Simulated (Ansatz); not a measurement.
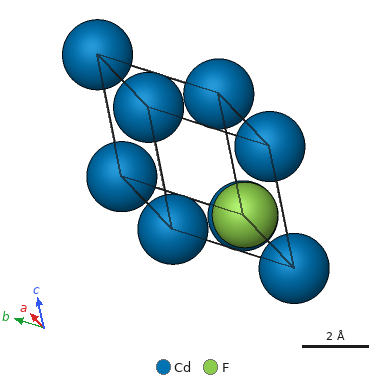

Drawn in the space-filling manner and seen from a general direction. Thin lines show the simulation cell, with boundary atoms drawn in all their periodic places.

The calculation's input:
```yaml
crystal:
  lattice:
    - [0.0, 2.694177681, 2.8291559829]
    - [2.694177681, 0.0, 2.8291559829]
    - [2.694177681, 2.694177681, 0.0]
  atoms:
    - { symbol: Cd, position: [0.0, 0.0, 0.0] }
    - { symbol: F, position: [0.25, 0.25, 0.25] }
    - { symbol: F, position: [0.75, 0.75, 0.75] }
kpoints:
  mp_grid: { grid: [6, 6, 6] }
  band_path:
    path:
      - [0.0, 0.0, 0.0]
      - [0.5, 0.0, 0.5]
      - [0.625, 0.25, 0.625]
      - [0.375, 0.375, 0.75]
      - [0.5, 0.5, 0.5]
      - [0.5, 0.25, 0.75]
      - [0.25, -0.25, -0.5]
    npoints: 1
hamiltonian:
  xc: hse06
scf:
  occupations: { method: fixed }
  n_extra_bands: 4
output:
  forces: true
  stress: true
  eigenvalues: true
```
Run as:
```sh
ansatz run input.yaml --threads 4 --pin off --max-ram 3686MiB --backend cpu --events-out ev --progress --plain --runs-dir out
```

The numbers come from Ansatz 0.2.0, DFT, HSE06, plane waves, PAW, using wavefunction cutoff 420 eV, a 6×6×6 k-point grid, no spin polarisation.

Question: Metal or not?

Answer: An insulator at this level, with a gap of 4.93 eV, indirect; the smallest direct gap is 5.52 eV.

Question: What is the computed pressure?

Answer: The computed pressure is -3.2 GPa (stretched: it would shrink). The stress isn't hydrostatic: its largest component is 6.9 GPa.

Its origin is a structure type filled with these elements by a generator (whether the compound takes this form wasn't checked). The cell was then strained or its atoms displaced on purpose. A calculation with Ansatz used it as input.
